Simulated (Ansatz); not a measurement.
## ZrH₂ (space group Fm-3m, No. 225): the states at the Fermi level

```xyz
3
Lattice="0.0000 2.4092 2.4092 2.4092 0.0000 2.4092 2.4092 2.4092 0.0000" Properties=species:S:1:pos:R:3 pbc="T T T"
Zr    0.0000    0.0000    0.0000
H     3.6138    3.6138    3.6138
H     1.2046    1.2046    1.2046
```

These are results of DFT PBEsol, scalar-relativistic, plane waves, PAW; levels and slopes on a dense k mesh at the converged density (Ansatz), not measurements. No spin polarisation. k mesh for the levels: 34×34×34. Unrelaxed database geometry (residual pressure −5 GPa). The cell comes from a database of computed structures, not from a measurement.

## 1. The sheets

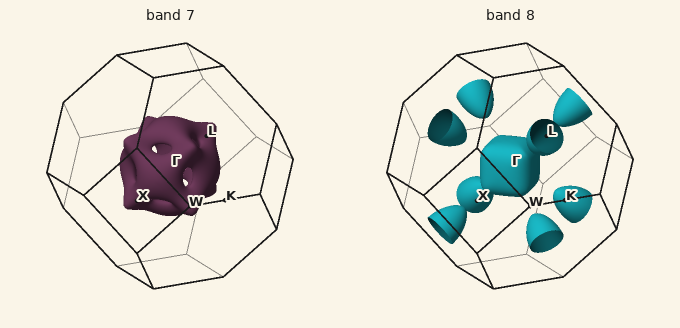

Computed Fermi surface of this crystal. Each panel holds one band. The brighter face of a sheet looks towards empty states.

Q: Summarise the topology of this Fermi surface.

A: Two bands cross the Fermi level; this is a three-dimensional metal. One further band (9) crosses it only in tiny pockets, up to 336 meV deep, and is left out of the picture of the sheets.

Band 7: one hole pocket in a ring or shell around Γ (5.6 % of the zone).
Band 8: one electron pocket centred at Γ (2.4 % of the zone) and four electron pockets centred at L (each 0.80 % of the zone).
A pocket cut by a face of the zone is counted once with the part on the opposite face.
The shape of the surface of band 7 changes its kind within 0.03 eV of this level, so small parts may appear, vanish, join or separate.

Q: How large are the density of states and the plasma frequency?

A: The density of states at the Fermi level is 2.0 states/eV per primitive cell. The intraband plasma frequency is 3.2 eV in all directions.

## 2. Weight on the atoms

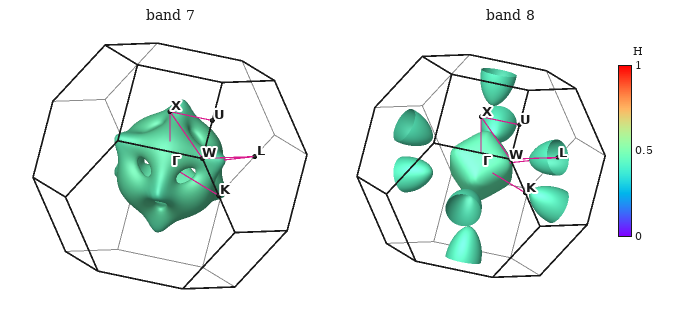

Fermi surface of this crystal, coloured by the weight of the states on H (Voronoi cells).

Q: How much H character do the sheets have, and what else?

A: Band 7: Zr (53 %) and H (47 %). Band 8: Zr (56 %) and H (44 %).

## 3. Speeds

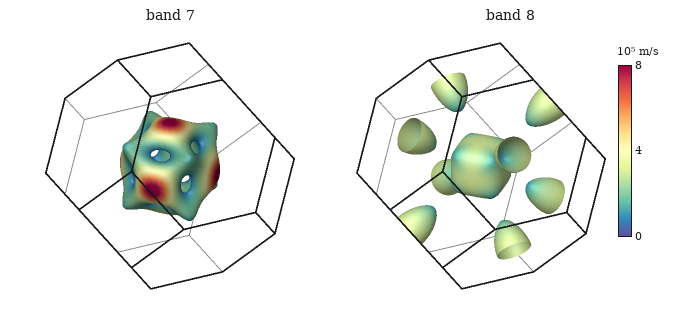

Fermi surface of this crystal, coloured by the Fermi speed.

Q: How fast are the electrons on each sheet?

A: Band 7: 0.88 to 7.1 × 10⁵ m/s over most of the sheet, 1.8 × 10⁵ m/s on average over states. Band 8: 1.6 to 3.1 × 10⁵ m/s over most of the sheet, 2.5 × 10⁵ m/s on average over states.

Q: Which of these bands adds most to the density of states at the Fermi level?

A: Band 7, with 1.3 of 2.0 states/eV per cell.

## 4. Cuts and bands

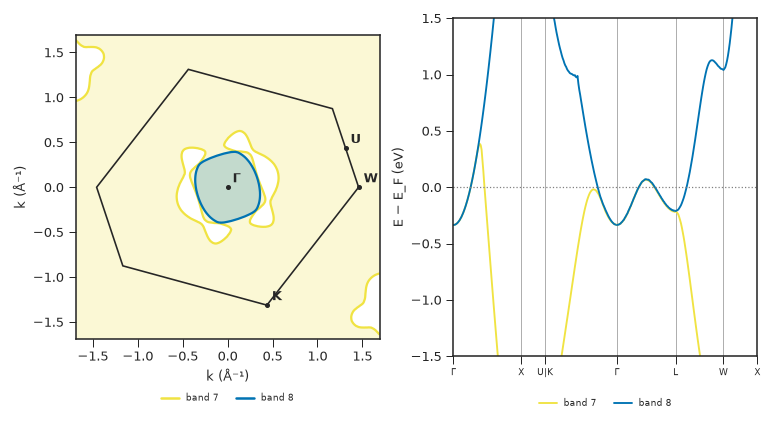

This crystal: cut through the Fermi surface in the plane through Γ, W and U, filled states shaded, and the bands that cross the Fermi level.

Q: For each band, read its level at the labelled points (eV from the Fermi level).

A:
| band | Γ | X | L |
| --- | --- | --- | --- |
| band 7 | −0.34 | below | −0.21 |
| band 8 | −0.34 | above | −0.21 |

Negative values are filled states; "above" and "below" lie outside the plotted window.

Spin-orbit coupling is left out; with Zr it can split, shift or remove sheets. Necks and pockets thinner than about two mesh steps aren't resolved, so separate pockets may in truth be joined.

The run (self-consistency and the dense mesh) took 16 s on 1 thread of Arm Neoverse V1, with other jobs on the host, peak memory 0.44 GiB.
